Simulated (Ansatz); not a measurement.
## Run report: PtSe, single-point calculation (part 2 of 2)

Continued. System: PtSe (Fm-3m, 4 atoms in the cell). Method: DFT LDA+U, scalar-relativistic, plane waves, PAW, Ueff = 2 eV on Pt atom 1 d; Ueff = 2 eV on Pt atom 3 d, spin-polarised (Ansatz 0.2.0); cutoff 420 eV, 6×6×6 k-mesh, Gaussian smearing of 0.05 eV, collinear spins. The structure was built on a prototype by a generator; it need not be a known phase. It belongs to a series of runs on one base structure; here: random orbitals: harmonics, high filling.

Geometry of the input (Å; fractional positions):
```
0.0000  2.7984  2.7984
5.5968  2.7984  2.7984
5.5968  5.5968  0.0000
Pt 0.5000  0.5000  -0.0000
Se 0.0000  0.0000  0.0000
Pt 0.5000  0.5000  0.5000
Se -0.0000  0.0000  0.5000
```

```
SCF converged after 18 iterations
Magnetization: 0.0000 μB (34.0000 up, 34.0000 down)
Absolute magnetization: 0.0000 μB (∫|ρ↑−ρ↓|, with the PAW one-centre terms)
Spin contamination: 0.0000 ħ² per cell (⟨S²⟩ above its minimum at these occupations)
Per-site moments (μB) at R_I (Å): [(-4.4024166746620703e-7, 1.154344591125), (1.377921193861553e-6, 1.154344591125), (4.4024166746620713e-7, 1.154344591125), (-1.3779211938615529e-6, 1.154344591125)]
Free energy (F): -35253.472241 eV
Harris-Foulkes:  -35253.472241 eV  (|F-HF|=7.28e-12)
Internal energy: -35253.466624 eV  (E = F + TS)
E sigma→0 (E₀):  -35253.469432 eV
Entropy (-TS):   -0.005617 eV (-1.404 meV/atom)
Fermi energy:    11.399724 eV
--- Per-component energies (eV) ---
  E_band       = -1324.120640
  E_kinetic    = 1503.360880
  E_local      = -8542.926141  (includes V_loc(G=0)·N_el)
  E_nonlocal   = -754.300235
  E_hartree    = 3724.339514
  E_xc         = -719.118580
  E_vxc        = -791.055860  (∫ρ·V_xc dr)
  E_hubbard    = 1.532169  (on-site DFT+U / exact-exchange correction)
  E_vhub       = -15.045272  (the Hubbard potential's part of the band-sum identity)
  E_paw        = -22015.080846  (= ΣΔE_a)
  E_vpaw       = -172.832531  (= ΣTr[D̂ρ^β])
  E_aug_tail   = -0.000814  (compensation charges beyond the density's cutoff)
  E_ewald      = -8456.635034
  E_core_change = 5.362463  (= ΣΔE_core)
  E_smearing   = -0.005617  (= −TS)
  E_closure    = -0.000000  (closes the sum)
  Σ components = -35253.472241   (vs F -35253.472241, Δ=0.00e0)
--- Specified on-site occupations, and those of the state reported ---
  electrons in the specified blocks: 15.6000 specified, 18.1096 found
  site 2 (l=d) ↑: largest change of an orbital's occupation 0.9630; electrons 2.9500 specified, 4.5274 found; spectral distance 1.0884
  site 0 (l=d) ↓: largest change of an orbital's occupation 0.9630; electrons 2.9500 specified, 4.5274 found; spectral distance 1.0884
  site 0 (l=d) ↑: largest change of an orbital's occupation 0.1839; electrons 4.8500 specified, 4.5274 found; spectral distance 0.2563
  site 2 (l=d) ↓: largest change of an orbital's occupation 0.1839; electrons 4.8500 specified, 4.5274 found; spectral distance 0.2563
--- Forces (eV/Å), atoms counted from 1 ---
  atom   1  Pt     0.00000000     0.00000000     0.00000000
  atom   2  Se     0.00000000     0.00000000     0.00000000
  atom   3  Pt     0.00000000     0.00000000     0.00000000
  atom   4  Se     0.00000000     0.00000000     0.00000000
  max |Σ_I F_I| component: 1.26e-29 eV/Å
--- Stress (GPa, compression-positive) ---
      -20.814110       0.000000       0.000000
        0.000000     -21.009427       0.000000
        0.000000       0.000000     -21.009426
  P = ⅓ Tr σ = -20.9443 GPa (-209.443 kbar)
--- Band table (eV; the first three rows and the last of 104) ---
  k-point 0 ↑: bands = ["-85.5911", "-85.5911", "-39.7419", "-39.7419", "-39.7398", "-39.7398", "-39.7296", "-39.7246", "-37.0365", "-37.0363", "-37.0362", "-37.0360", "-37.0336", "-37.0336", "-37.0332", "-37.0332", "-37.0327", "-37.0326", "-2.4260", "-1.5490", "7.1269", "7.9809", "8.6321", "8.6382", "8.6382", "8.9476", "8.9480", "9.1007", "9.1007", "9.3042", "9.6164", "9.6164", "10.3153", "10.4087", "10.4087", "10.4159", "11.6015", "12.0165", "19.7809", "21.7572", "21.7888", "22.5784", "22.5832", "22.5832"]
  k-point 1 ↑: bands = ["-85.5911", "-85.5910", "-39.7426", "-39.7419", "-39.7407", "-39.7400", "-39.7292", "-39.7249", "-37.0364", "-37.0363", "-37.0359", "-37.0358", "-37.0336", "-37.0336", "-37.0332", "-37.0332", "-37.0326", "-37.0325", "-2.2820", "-1.4938", "7.1393", "7.3836", "8.0846", "8.0863", "8.2507", "8.3880", "8.7102", "8.8373", "8.9170", "9.5599", "9.7811", "9.8694", "10.2916", "10.5512", "10.6799", "11.4355", "12.9290", "13.5859", "19.4757", "20.5697", "20.8047", "21.1001", "21.9006", "22.4589"]
  k-point 2 ↑: bands = ["-85.5911", "-85.5910", "-39.7437", "-39.7426", "-39.7417", "-39.7406", "-39.7283", "-39.7258", "-37.0362", "-37.0361", "-37.0354", "-37.0353", "-37.0335", "-37.0335", "-37.0333", "-37.0333", "-37.0324", "-37.0323", "-1.9215", "-1.4268", "6.2983", "6.7495", "7.2309", "7.4145", "7.5203", "7.9042", "8.9038", "9.2162", "9.2431", "9.3972", "9.8990", "10.1542", "10.1726", "10.6895", "12.3200", "12.9488", "14.8418", "15.6564", "18.2958", "18.5158", "19.4855", "19.7266", "19.9634", "20.4513"]
  k-point 51 ↓: bands = ["-85.5911", "-85.5911", "-39.7447", "-39.7447", "-39.7419", "-39.7419", "-39.7267", "-39.7267", "-37.0361", "-37.0361", "-37.0358", "-37.0358", "-37.0338", "-37.0338", "-37.0332", "-37.0332", "-37.0325", "-37.0325", "-1.5477", "-1.5477", "7.1214", "7.1214", "7.9862", "7.9862", "9.0998", "9.0998", "9.1069", "9.1069", "9.3044", "9.3044", "9.6101", "9.6101", "9.6164", "9.6164", "10.3123", "10.3123", "11.6024", "11.6024", "19.7848", "19.7848", "21.7851", "21.7851", "23.4868", "23.4868"]
Occupation matrices written to [file]
--- Löwdin populations: 4 sites ---
  site symbol       q [e]    m [muB]
     0     Pt     17.8277    -0.0000
     1     Se     16.0732     0.0000
     2     Pt     17.8277     0.0000
     3     Se     16.0732    -0.0000
  spilling = 0.002915 (of n_electrons = 68.000000)
--- Occupation matrices: 2 shells (run DFT+U table (all-electron-ortho-atomic); ε = 2.89e-4) ---
  Pt0 d_5D: site group Oh (m-3m); on the run's cell D4h (4/mmm)
  Pt0 d_5D up     Tr n = 4.5274  λ = 0.786 0.793 0.983 0.983 0.983  [z2 0.75 (Eg 1.00) Eg(1.00)/B2g(1.00) | x2-y2 0.75 (Eg 1.00) Eg(1.00)/A1g(1.00) | yz 1.00 (T2g 1.00) T2g(1.00)/B1g(1.00) | 2× xz 0.50 (T2g 1.00) T2g(1.00)/Eg(1.00)]
  Pt0 d_5D dn     Tr n = 4.5274  λ = 0.786 0.793 0.983 0.983 0.983  [z2 0.75 (Eg 1.00) Eg(1.00)/B2g(1.00) | x2-y2 0.75 (Eg 1.00) Eg(1.00)/A1g(1.00) | yz 1.00 (T2g 1.00) T2g(1.00)/B1g(1.00) | 2× xz 0.50 (T2g 1.00) T2g(1.00)/Eg(1.00)]
  specified occupation → Pt0 d_5D up: matrix, ‖Δ‖_F = 0.2563, Tr Δ = +0.3226, displaced = 0.1998, d_λ = 0.2563; orbital distance = 0.0000
  specified occupation → Pt0 d_5D dn: matrix, ‖Δ‖_F = 1.2472, Tr Δ = -1.5774, displaced = 0.9709, d_λ = 1.0884; orbital distance = 1.4142
  Pt2 d_5D: site group Oh (m-3m); on the run's cell D4h (4/mmm)
  Pt2 d_5D up     Tr n = 4.5274  λ = 0.786 0.793 0.983 0.983 0.983  [z2 0.75 (Eg 1.00) Eg(1.00)/B2g(1.00) | x2-y2 0.75 (Eg 1.00) Eg(1.00)/A1g(1.00) | yz 1.00 (T2g 1.00) T2g(1.00)/B1g(1.00) | 2× xz 0.50 (T2g 1.00) T2g(1.00)/Eg(1.00)]
  Pt2 d_5D dn     Tr n = 4.5274  λ = 0.786 0.793 0.983 0.983 0.983  [z2 0.75 (Eg 1.00) Eg(1.00)/B2g(1.00) | x2-y2 0.75 (Eg 1.00) Eg(1.00)/A1g(1.00) | yz 1.00 (T2g 1.00) T2g(1.00)/B1g(1.00) | 2× xz 0.50 (T2g 1.00) T2g(1.00)/Eg(1.00)]
  specified occupation → Pt2 d_5D up: matrix, ‖Δ‖_F = 1.2472, Tr Δ = -1.5774, displaced = 0.9709, d_λ = 1.0884; orbital distance = 1.4142
  specified occupation → Pt2 d_5D dn: matrix, ‖Δ‖_F = 0.2563, Tr Δ = +0.3226, displaced = 0.1998, d_λ = 0.2563; orbital distance = 0.0000
  Tr n, λ and their labels are of the run-group-symmetrised matrices; stabiliser: 64 of 64 elements of G0×{1,Θ} (closed), max defect 2.0e-6 at τ = 6.1e-5
```

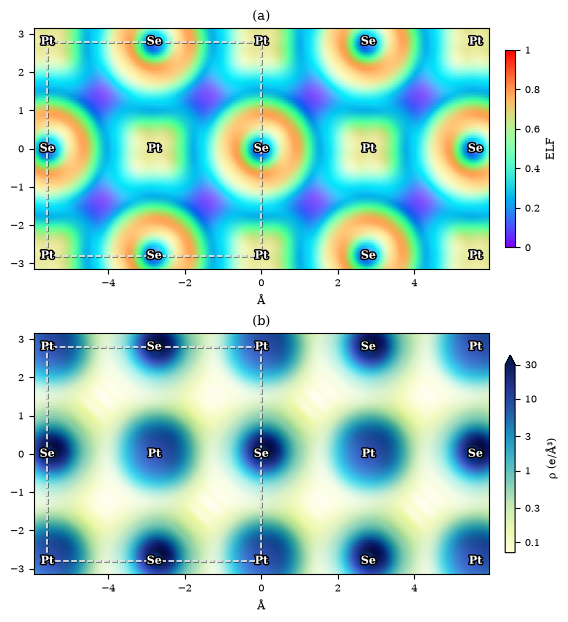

*(a) ELF; (b) valence electron density on the (100) plane of the conventional cell.*

Pt–Se (2.80 Å): ρ at the midpoint is about 0.32 e/Å³; the ELF peaks at about 0.80 in the valence shell of Se, 0.8 Å from its nucleus, and drops to about 0.25 between the two atoms. Away from the nuclei the density in this plane falls to 0.07 e/Å³ at its lowest. The strong features right at Pt lie inside the PAW spheres (semicore, d or f shells) and say nothing about bonding. The fields are those of the smooth PAW valence density.

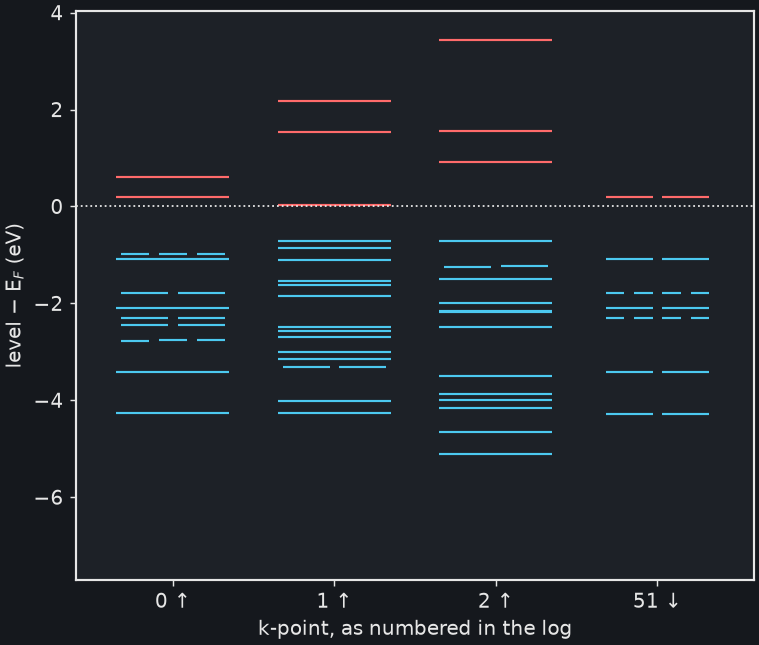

*Kohn–Sham levels near the Fermi level (dotted) at the few k-points that the log prints; levels within 0.02 eV of each other stand side by side.*

The system is metallic on the full mesh.

**Key numbers**

```tsv
quantity	value
outcome	converged
space group (tolerance 0.01 Å)	Fm-3m (225)
electrons treated	68
free energy	−35253.4722 eV
Fermi energy	11.400 eV
gap on the k-point mesh	none (metallic)
net moment of the cell	0.00 μB
integrated absolute moment	0.00 μB
pressure	−20.94 GPa
largest force (length of the vector)	under 0.001 eV/Å
hardware	2 threads of Arm Neoverse V2, 24 GiB of memory available, shared host
wall time	13 s (CPU time 25 s)
peak memory	0.65 GiB
```

**Notes**

Warnings of the run: some starting moments were not kept; the typed occupations were not kept; the occupation matrices lower the symmetry. Spin–orbit coupling is left out, which matters for Pt. The cell is under a tension of 21 GPa at this level, so it is not at its equilibrium volume.
